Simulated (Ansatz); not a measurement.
Single-point calculation of Mg₆₄O₆₄ (part 1 of 2)

Mg₆₄O₆₄ (P1, 128 atoms in the cell), computed with DFT, PBE, PAW, plane waves (Ansatz 0.2.0).

The structure was built on a prototype by a generator.

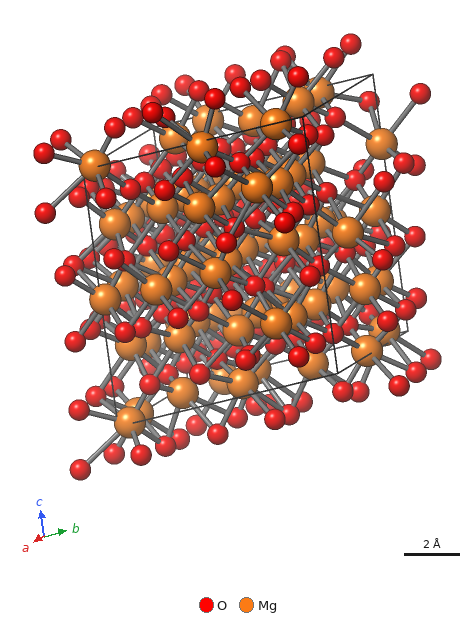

Fig. 1: The input geometry (ball-and-stick view of the reduced cell, seen slightly off an axis; bonded neighbours outside the cell are drawn too).

## The input
```yaml
crystal:
  lattice:
    - [0.000000, 8.150657, 8.150657]
    - [8.150657, 0.000000, 8.150657]
    - [8.428808, 8.428808, 0.000000]
  atoms:
    - { symbol: O, position: [0.372605, 0.116844, 0.146714] }
    - { symbol: O, position: [0.891901, 0.110697, 0.117709] }
    - { symbol: O, position: [0.108026, 0.394354, 0.362454] }
    - { symbol: O, position: [0.368170, 0.632997, 0.138206] }
    - { symbol: O, position: [0.366400, 0.129199, 0.647744] }
    - { symbol: O, position: [0.630232, 0.383608, 0.365834] }
    - { symbol: O, position: [0.876754, 0.651473, 0.097126] }
    - { symbol: O, position: [0.864506, 0.145302, 0.614561] }
    - { symbol: O, position: [0.122866, 0.872585, 0.371070] }
    - { symbol: O, position: [0.091306, 0.385039, 0.885177] }
    - { symbol: O, position: [0.364126, 0.597505, 0.644114] }
    - { symbol: O, position: [0.609449, 0.880258, 0.366753] }
    - { symbol: O, position: [0.616704, 0.364332, 0.886629] }
    - { symbol: O, position: [0.879298, 0.609895, 0.638872] }
    - { symbol: O, position: [0.127370, 0.872445, 0.878104] }
    - { symbol: O, position: [0.617028, 0.867738, 0.866990] }
    - { symbol: O, position: [0.128073, 0.396447, 0.127989] }
    - { symbol: O, position: [0.368212, 0.109934, 0.373672] }
    - { symbol: O, position: [0.619128, 0.392805, 0.126453] }
    - { symbol: O, position: [0.874821, 0.124603, 0.371504] }
    - { symbol: O, position: [0.143743, 0.875221, 0.130418] }
    - { symbol: O, position: [0.095844, 0.377213, 0.656654] }
    - { symbol: O, position: [0.385492, 0.621329, 0.364278] }
    - { symbol: O, position: [0.608322, 0.880378, 0.133252] }
    - { symbol: O, position: [0.365462, 0.118372, 0.870692] }
    - { symbol: O, position: [0.632546, 0.394122, 0.594319] }
    - { symbol: O, position: [0.899783, 0.617713, 0.373262] }
    - { symbol: O, position: [0.899985, 0.079568, 0.892194] }
    - { symbol: O, position: [0.133649, 0.901135, 0.607093] }
    - { symbol: O, position: [0.375772, 0.621111, 0.881525] }
    - { symbol: O, position: [0.634265, 0.849238, 0.632081] }
    - { symbol: O, position: [0.898107, 0.639703, 0.837469] }
    - { symbol: O, position: [0.102180, 0.130191, 0.365622] }
    - { symbol: O, position: [0.383680, 0.389760, 0.109811] }
    - { symbol: O, position: [0.606984, 0.131524, 0.377608] }
    - { symbol: O, position: [0.882170, 0.364946, 0.139844] }
    - { symbol: O, position: [0.098518, 0.608289, 0.390920] }
    - { symbol: O, position: [0.409837, 0.868457, 0.114423] }
    - { symbol: O, position: [0.126173, 0.115153, 0.882112] }
    - { symbol: O, position: [0.372488, 0.377536, 0.617653] }
    - { symbol: O, position: [0.620044, 0.637795, 0.360569] }
    - { symbol: O, position: [0.854370, 0.888103, 0.114255] }
    - { symbol: O, position: [0.615963, 0.132202, 0.883303] }
    - { symbol: O, position: [0.894780, 0.372654, 0.630405] }
    - { symbol: O, position: [0.104747, 0.622069, 0.861991] }
    - { symbol: O, position: [0.371184, 0.875193, 0.612969] }
    - { symbol: O, position: [0.626481, 0.619414, 0.882191] }
    - { symbol: O, position: [0.869014, 0.871236, 0.633098] }
    - { symbol: O, position: [0.141339, 0.113527, 0.132820] }
    - { symbol: O, position: [0.604335, 0.128255, 0.146622] }
    - { symbol: O, position: [0.173540, 0.618819, 0.115953] }
    - { symbol: O, position: [0.140418, 0.127795, 0.621288] }
    - { symbol: O, position: [0.368590, 0.363787, 0.380201] }
    - { symbol: O, position: [0.657954, 0.633804, 0.108597] }
    - { symbol: O, position: [0.641690, 0.119654, 0.610735] }
    - { symbol: O, position: [0.864024, 0.377272, 0.392538] }
    - { symbol: O, position: [0.109123, 0.631969, 0.648026] }
    - { symbol: O, position: [0.368553, 0.862146, 0.375993] }
    - { symbol: O, position: [0.379583, 0.367802, 0.868819] }
    - { symbol: O, position: [0.641345, 0.636579, 0.612427] }
    - { symbol: O, position: [0.887883, 0.880247, 0.352515] }
    - { symbol: O, position: [0.850672, 0.385549, 0.870503] }
    - { symbol: O, position: [0.375332, 0.865520, 0.884822] }
    - { symbol: O, position: [0.916856, 0.856428, 0.857305] }
    - { symbol: Mg, position: [0.033175, 0.012375, 0.997763] }
    - { symbol: Mg, position: [0.495550, 0.022708, 0.954959] }
    - { symbol: Mg, position: [0.007376, 0.505347, 0.023787] }
    - { symbol: Mg, position: [0.017061, 0.988180, 0.510877] }
    - { symbol: Mg, position: [0.248125, 0.268773, 0.250171] }
    - { symbol: Mg, position: [0.510961, 0.469904, 0.990863] }
    - { symbol: Mg, position: [0.449914, 0.007694, 0.521369] }
    - { symbol: Mg, position: [0.740934, 0.235508, 0.254933] }
    - { symbol: Mg, position: [0.002981, 0.507504, 0.508868] }
    - { symbol: Mg, position: [0.264467, 0.733133, 0.241221] }
    - { symbol: Mg, position: [0.256802, 0.238517, 0.743648] }
    - { symbol: Mg, position: [0.510611, 0.484085, 0.491220] }
    - { symbol: Mg, position: [0.746947, 0.751601, 0.252684] }
    - { symbol: Mg, position: [0.770026, 0.257607, 0.746444] }
    - { symbol: Mg, position: [0.236321, 0.748930, 0.766743] }
    - { symbol: Mg, position: [0.725481, 0.779711, 0.737895] }
    - { symbol: Mg, position: [0.983009, 0.004160, 0.244289] }
    - { symbol: Mg, position: [0.256425, 0.258278, 0.974557] }
    - { symbol: Mg, position: [0.490954, 0.000784, 0.254547] }
    - { symbol: Mg, position: [0.756450, 0.268829, 0.952173] }
    - { symbol: Mg, position: [0.030115, 0.488080, 0.228103] }
    - { symbol: Mg, position: [0.254101, 0.764570, 0.991853] }
    - { symbol: Mg, position: [0.010634, 0.987972, 0.756561] }
    - { symbol: Mg, position: [0.261335, 0.259452, 0.497157] }
    - { symbol: Mg, position: [0.502084, 0.520420, 0.239290] }
    - { symbol: Mg, position: [0.743495, 0.747490, 0.042980] }
    - { symbol: Mg, position: [0.506564, 0.004035, 0.720419] }
    - { symbol: Mg, position: [0.746557, 0.248446, 0.491988] }
    - { symbol: Mg, position: [0.973542, 0.501507, 0.763234] }
    - { symbol: Mg, position: [0.244259, 0.754598, 0.497379] }
    - { symbol: Mg, position: [0.498539, 0.510271, 0.767363] }
    - { symbol: Mg, position: [0.771202, 0.736407, 0.495407] }
    - { symbol: Mg, position: [0.981928, 0.248644, 0.021681] }
    - { symbol: Mg, position: [0.253277, 0.984996, 0.259822] }
    - { symbol: Mg, position: [0.486152, 0.259397, 0.986962] }
    - { symbol: Mg, position: [0.782628, 0.979539, 0.257676] }
    - { symbol: Mg, position: [0.994671, 0.737642, 0.019262] }
    - { symbol: Mg, position: [0.991108, 0.224392, 0.518115] }
    - { symbol: Mg, position: [0.253643, 0.510861, 0.258460] }
    - { symbol: Mg, position: [0.512646, 0.726635, 0.013977] }
    - { symbol: Mg, position: [0.268077, 0.018712, 0.728828] }
    - { symbol: Mg, position: [0.495295, 0.233165, 0.503170] }
    - { symbol: Mg, position: [0.754191, 0.495848, 0.251268] }
    - { symbol: Mg, position: [0.741200, 0.015928, 0.753109] }
    - { symbol: Mg, position: [0.996384, 0.737998, 0.517650] }
    - { symbol: Mg, position: [0.235143, 0.505156, 0.769358] }
    - { symbol: Mg, position: [0.505203, 0.741383, 0.513557] }
    - { symbol: Mg, position: [0.735163, 0.491281, 0.759243] }
    - { symbol: Mg, position: [0.257654, 0.004561, 0.956675] }
    - { symbol: Mg, position: [0.746809, 0.980119, 0.013397] }
    - { symbol: Mg, position: [0.998559, 0.242737, 0.248617] }
    - { symbol: Mg, position: [0.254253, 0.511245, 0.027583] }
    - { symbol: Mg, position: [0.268250, 0.009682, 0.473870] }
    - { symbol: Mg, position: [0.506058, 0.227480, 0.271121] }
    - { symbol: Mg, position: [0.745293, 0.513159, 0.988611] }
    - { symbol: Mg, position: [0.761527, 0.021371, 0.481637] }
    - { symbol: Mg, position: [0.984725, 0.747773, 0.269413] }
    - { symbol: Mg, position: [0.995585, 0.255945, 0.754961] }
    - { symbol: Mg, position: [0.221278, 0.508371, 0.519671] }
    - { symbol: Mg, position: [0.508701, 0.743146, 0.242996] }
    - { symbol: Mg, position: [0.490965, 0.284222, 0.743743] }
    - { symbol: Mg, position: [0.757466, 0.516495, 0.487832] }
    - { symbol: Mg, position: [0.991285, 0.772680, 0.754007] }
    - { symbol: Mg, position: [0.503126, 0.744164, 0.755140] }
kpoints:
  mp_grid: { grid: [1, 1, 1] }
hamiltonian:
  xc: pbe
scf:
  occupations: { method: fermi_dirac, width: 0.01 }
output:
  forces: true
  eigenvalues: true
  populations: true
  eigenstates: { kpoints: [[0, 0, 0]], e_range: [-6.0, 6.0], localisation: true }
```

## Output
```
Pseudopotentials: kind: paw
Functional definition: PBE
  parameter kappa = 0.804
  parameter beta = 0.06672455060314922
  exchange = pbe_x(kappa = kappa, mu = beta*pi^2/3)
  correlation = pbe_c(beta = beta)
Crystal: 128 atoms, lattice volume = 1119.906 Å³
Basis set: ecut = 420 eV, 21921 PW (Γ), exchange–correlation on 160×160×160 points (8 copies of the dense FFT grid, shifted against one another)
Bands: 640, of which v1, the nominal top of the filled ones, is band 512 counted from 1 (511 counted from 0)
Symmetry: 1 space group operations
Space group: P1 (ITA 1), of the structure as read, at distance tolerance 1.0e-4 Å
k-points: 1
Non-local potential: O, projectors of the file, l = 0: 2, l = 1: 2, l = 2: 1
Non-local potential: Mg, projectors of the file, l = 0: 3, l = 1: 2, l = 2: 1
PAW form: soft (Blöchl's): semilocal exchange-correlation on the pseudo side does not see the compensation charge
PAW one-centre angular grid: O, 110 points (default); XC on 64 Gauss nodes
PAW one-centre angular grid: Mg, 110 points (default); XC on 64 Gauss nodes
Initial density: superposition of atomic densities (neutral atoms: chi_scale 0, normalization atom), corrected by the library's trained network
Initial wavefunctions: pseudopotential atomic-orbital guess
Functional: x = pbe(κ = 0.804, μ = 0.2195149727645171), c = pbe(β = 0.06672455060314922)
SCF iter   1: F=—  HF=-159553.885256 eV  |F-HF|=—  |Δ(HF+E_count)|=         —  Δρ=3.12e-3  dr2=1.74e-1  ethr=1.77e-3  ⟨swp⟩=6.0  Hψ=2508  notcnv=0  defer=41
preconditioner: auto → Resta (q_TF=auto, 2.688 Å⁻¹)  ε∞=3.5  [insulator: Δε(μ)=2.394 eV  Ē_g=15.956 eV  σ=0.010 eV  W_gap=1.00  n_scr=342 (ndim 8)  ℏωp=25.1 eV  f_vac=0.000  D(μ)=0.00/eV (n_scr^D=0)  ε∞_Penn≈3.5]
SCF iter   2: F=—  HF=-159553.859588 eV  |F-HF|=—  |Δ(HF+E_count)|=   2.57e-2  Δρ=1.56e-3  dr2=6.66e-2  ethr=1.70e-5  ⟨swp⟩=2.0  Hψ=999  notcnv=0  defer=121
SCF iter   3: F=—  HF=-159553.840254 eV  |F-HF|=—  |Δ(HF+E_count)|=   1.93e-2  Δρ=3.93e-4  dr2=4.64e-3  ethr=6.51e-6  ⟨swp⟩=3.0  Hψ=975  notcnv=0  defer=121
SCF iter   4: F=—  HF=-159553.838797 eV  |F-HF|=—  |Δ(HF+E_count)|=   1.46e-3  Δρ=1.60e-4  dr2=3.54e-4  ethr=4.54e-7  ⟨swp⟩=2.0  Hψ=1026  notcnv=0  defer=121
SCF iter   5: F=—  HF=-159553.838693 eV  |F-HF|=—  |Δ(HF+E_count)|=   1.03e-4  Δρ=4.13e-5  dr2=2.86e-5  ethr=3.45e-8  ⟨swp⟩=2.0  Hψ=1022  notcnv=0  defer=121
SCF iter   6: F=—  HF=-159553.840210 eV  |F-HF|=—  |Δ(HF+E_count)|=   1.52e-3  Δρ=1.04e-5  dr2=1.98e-6  ethr=2.79e-9  ⟨swp⟩=2.0  Hψ=1053  notcnv=0  defer=121
SCF iter   7: F=—  HF=-159553.840210 eV  |F-HF|=—  |Δ(HF+E_count)|=   3.31e-7  Δρ=3.63e-6  dr2=1.56e-7  ethr=1.94e-10  ⟨swp⟩=2.0  Hψ=967  notcnv=0  defer=121
SCF iter   8: F=-159553.840210 eV  HF=-159553.840210 eV  |F-HF|=8.50e-9  |Δ(HF+E_count)|=   3.46e-8  Δρ=1.12e-6  dr2=1.40e-8  ethr=9.77e-12  ⟨swp⟩=11.0  Hψ=3097  notcnv=0
SCF 1 converged in 8 iterations: F = -159553.840210 eV  dr2 = 1.40e-8
  greatest PAW one-centre occupation: 1.001 electrons in one spin orbital (limit 2), on the Mg atom at site 89 (counted from 0), in its partial waves of l = 1
```

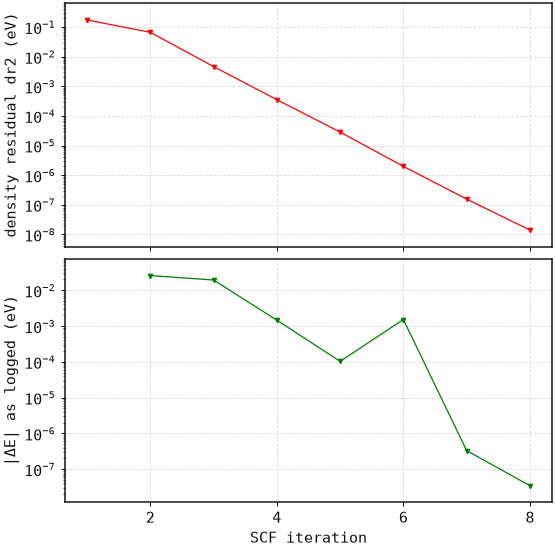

Fig. 2: Convergence of the self-consistent field: density residual dr2 and size of the energy change against the SCF iteration. The residual falls at every step.

```
NSCF: frozen V_eff on 1 k-points
SCF converged after 8 iterations
Free energy (F): -159553.840210 eV
Harris-Foulkes:  -159553.840210 eV  (|F-HF|=8.50e-9)
Internal energy: -159553.840210 eV  (E = F + TS)
E sigma→0 (E₀):  -159553.840210 eV
Fermi energy:    12.367387 eV
--- Per-component energies (eV) ---
  E_band       = -17862.322775
  E_kinetic    = 16598.119043
  E_local      = -103311.767835  (includes V_loc(G=0)·N_el)
  E_nonlocal   = 9175.901184
  E_hartree    = 36150.864671
  E_xc         = -6801.347363
  E_vxc        = -8720.808284  (∫ρ·V_xc dr)
  E_paw        = -28771.904372  (= ΣΔE_a)
  E_vpaw       = -3905.656934  (= ΣTr[D̂ρ^β])
  E_aug_tail   = 0.161036  (compensation charges beyond the density's cutoff)
  E_ewald      = -82593.866573
  E_smearing   = -0.000000  (= −TS)
  E_closure    = -0.000000  (closes the sum)
  Σ components = -159553.840210   (vs F -159553.840210, Δ=0.00e0)
```
